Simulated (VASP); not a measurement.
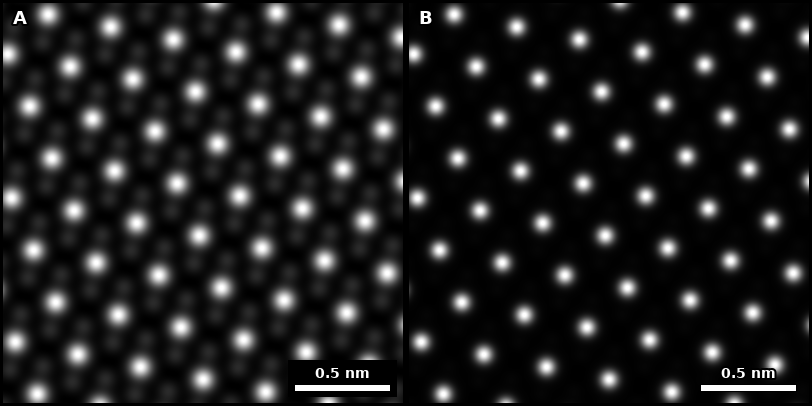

Two simulated images of the same area of PbO$_{2}$ (P4_2/mnm, No. 136) along [100], with a probe of 0.74 Å. One is incoherent Z contrast (Z^1.7 per atom), the other the projected potential of neutral atoms blurred by the probe (iDPC-like, thin sample). Brightness is counted from the darkest point of the image. Atomic positions: a cell listed in the Materials Project, as set up for an electronic-structure calculation.

> Which panel is which, and how can one tell?

B is the Z-contrast image and A the potential image. The columns of 1 O per repeat reach about 2 % of the brightest peak (1 Pb) in B but about 16 % in A, mainly since the potential grows much more slowly with atomic number. The O columns show clearly in A alone.
